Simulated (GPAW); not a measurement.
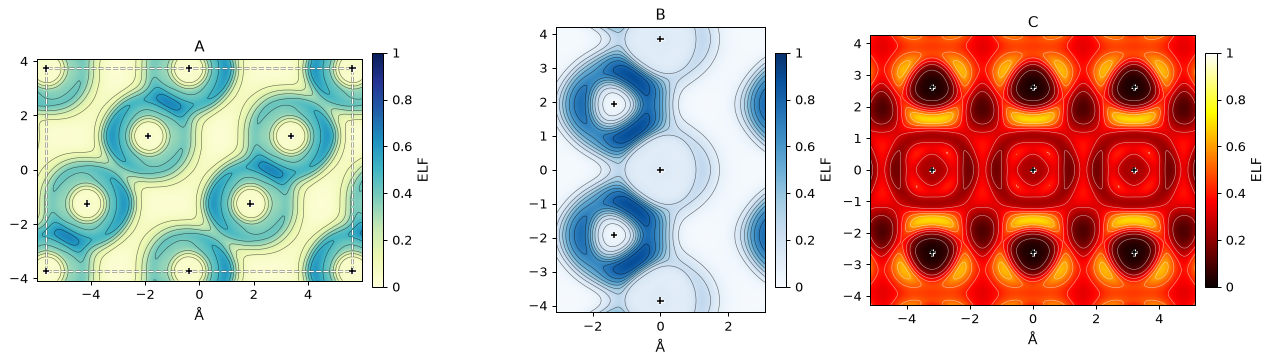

The electron localisation function of 3 systems, each on a plane through atoms (crosses mark nuclei in the plane).

Computed with GPAW 26.7.0, Kohn-Sham DFT of a periodic cell, PBE, GPAW PAW data sets (gpaw-data 1.2.1).

System 1: GaP, the (101) plane of the conventional cell. Space group F-43m; computed pressure about 5 GPa in this cell.

System 2: Sb, the (110) plane of the conventional cell. Space group R-3m; computed pressure about 2 GPa in this cell.

System 3: Si₂Mo, the (010) plane of the conventional cell. Space group I4/mmm; computed pressure about 3 GPa in this cell.

Q: Match each panel to its system.

A: Panel A is system 2, Sb: the plane holds Sb. Sb–Sb (2.91 Å): the ELF peaks at about 0.65 between the atoms. Panel B is system 1, GaP: the plane holds Ga and P. Ga–P (2.36 Å): the ELF peaks at about 0.90 between the atoms (a covalent bond). Panel C is system 3, Si₂Mo: the plane holds Mo and Si. Si–Mo (2.62 Å): the ELF peaks at about 0.70 between the atoms.
